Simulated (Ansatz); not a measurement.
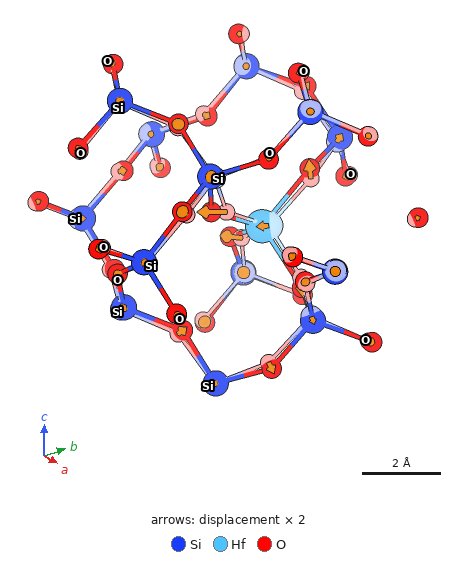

This is a relaxation of a defect cell of composition Si23HfO48. The starting structure is drawn faded, the final one solid; orange arrows show the displacements, 2 times their true length.

Style: ball-and-stick. Shown: the atoms within 5.0 Å of the atom that moves most (axes of the cell of the calculation, reduced to other axes (origin shifted)), slightly off an axis. Lengths and directions refer to the drawn axes.

Theory: Ansatz 0.2.0, DFT, PBEsol, PAW, plane waves. (plane-wave cutoff 420 eV; k-point mesh 1 × 1 × 1; mesh shifted by (0.25, 0.25, 0.25); no spin polarisation; atoms relaxed in a fixed cell; force threshold 0.03 eV/Å; at most 80 steps)

Question: Describe the change and its energy.

Answer: The atom that moves furthest is an O atom (0.45 Å roughly along [−1 −3 0]). By element the largest moves are O 0.45 Å, Si 0.26 Å, Hf 0.18 Å. The lattice vectors keep their values. Near-neighbour distances that change, for instance: Hf–O 1.595 → 1.920 Å, Hf–O 1.627 → 1.926 Å, O–Si 1.574 → 1.626 Å, O–Si 1.587 → 1.635 Å. Among the angles between lasting bonds that change: Si–O–Hf 144.8° → 134.3°, Si–O–Hf 144.0° → 133.8°, Si–O–Si 145.0° → 135.4°. Over 5 geometry steps the energy falls by 10.745 eV per cell of the calculation. Largest force component: 19 eV/Å at the start, 0.0085 eV/Å at the end.
